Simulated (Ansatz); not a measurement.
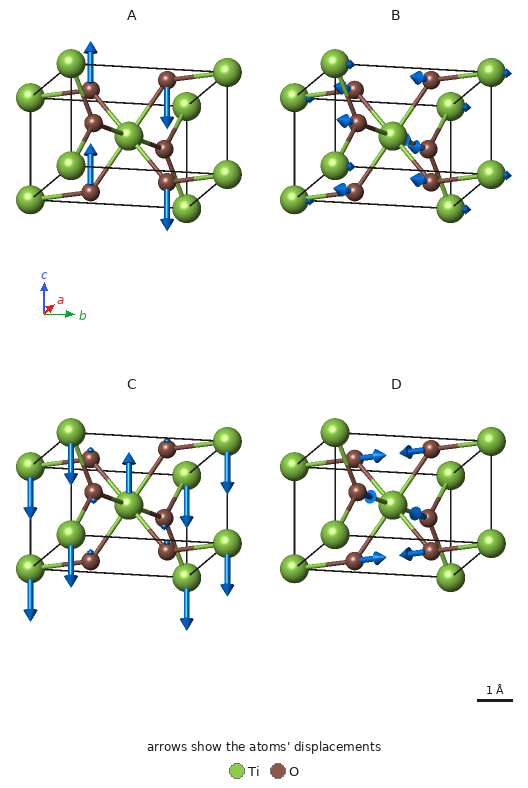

Four optical modes of a crystal of TiO2 at the zone centre, in no order (one member of each degenerate set). Displacements are drawn as blue arrows; their common scale and sign are arbitrary. A ball-and-stick model of the cell of the calculation, seen from a free direction.

All numbers below come from Ansatz, DFT PBE+U, scalar-relativistic, plane waves, PAW. (plane-wave cutoff 420 eV; k-point mesh 6 × 6 × 10; occupations gaussian; smearing width 0.05 eV; U Ti 4.0 eV; no spin polarisation)

Frequencies are those without the non-analytic (LO–TO) term.

Q: Rank the modes by frequency, softest first.

A: C (130 cm⁻¹), B (166 cm⁻¹), A (438 cm⁻¹), D (769 cm⁻¹). C, B₁u: All motion is along c; atoms of one kind move against one another, with no net shift of any sublattice; the kinetic energy is shared as Ti 99 %, O 1 %. B, E_u: It stretches the O–Ti bonds (2.01 Å); the kinetic energy is shared as O 55 %, Ti 45 %. A, E_g: The Ti atoms stay at rest; all motion is along c; atoms of one kind move against one another, with no net shift of their sublattice; it stretches the shortest O–Ti bonds (1.97 Å). D, B₂g: The Ti atoms stay at rest; atoms of one kind move against one another, with no net shift of their sublattice; of the bonds it mainly stretches O–Ti, some lengthening while others shorten.
